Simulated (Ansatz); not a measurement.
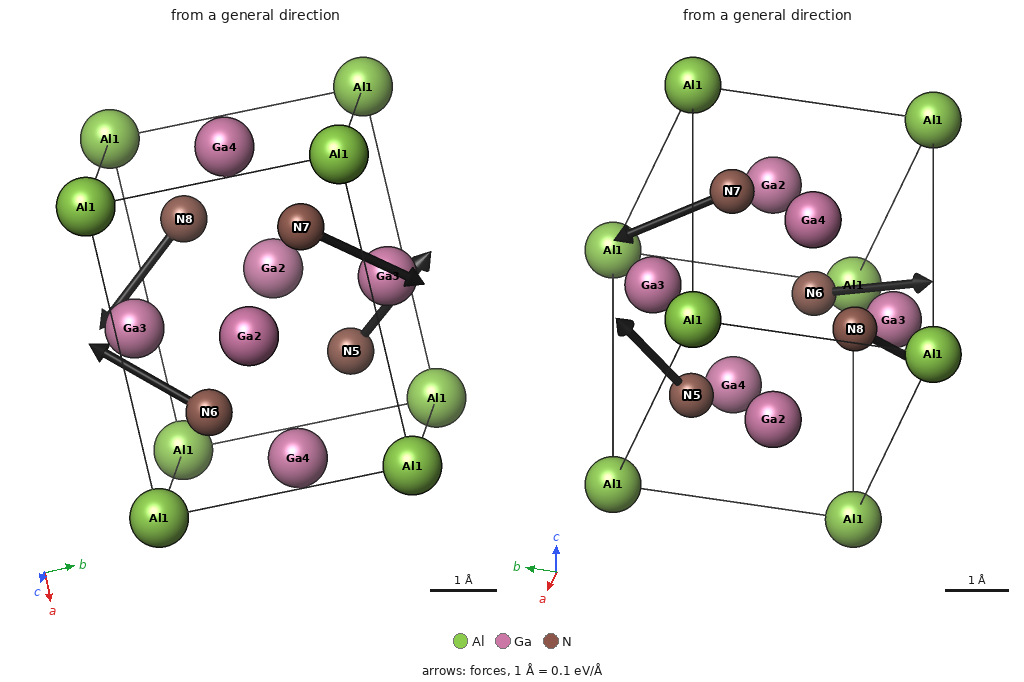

The crystal in a spheres-only representation, seen from two general directions. Atoms at the boundary of the simulation cell (the box) are drawn once for each face, edge or corner they touch. The arrows are the computed forces on the atoms.

System: AlGa₃N₄. Run with DFT r2SCAN, scalar-relativistic, plane waves, PAW in Ansatz 0.2.0 and these settings: plane-wave cutoff 500 eV, a 6×6×6 k-point grid, Gaussian smearing of 0.05 eV, no spin polarisation.

**Is the structure at a minimum of the energy?**

No. The atoms still feel forces of up to about 0.18 eV/Å, above a usual threshold of 0.01 to 0.03 eV/Å.

**Which atom has the biggest force on it?**

All N atoms, about 0.18 eV/Å.

The model was built from a structure listed in the Materials Project. The cell was then strained or its atoms displaced on purpose. It went into a calculation with Ansatz.
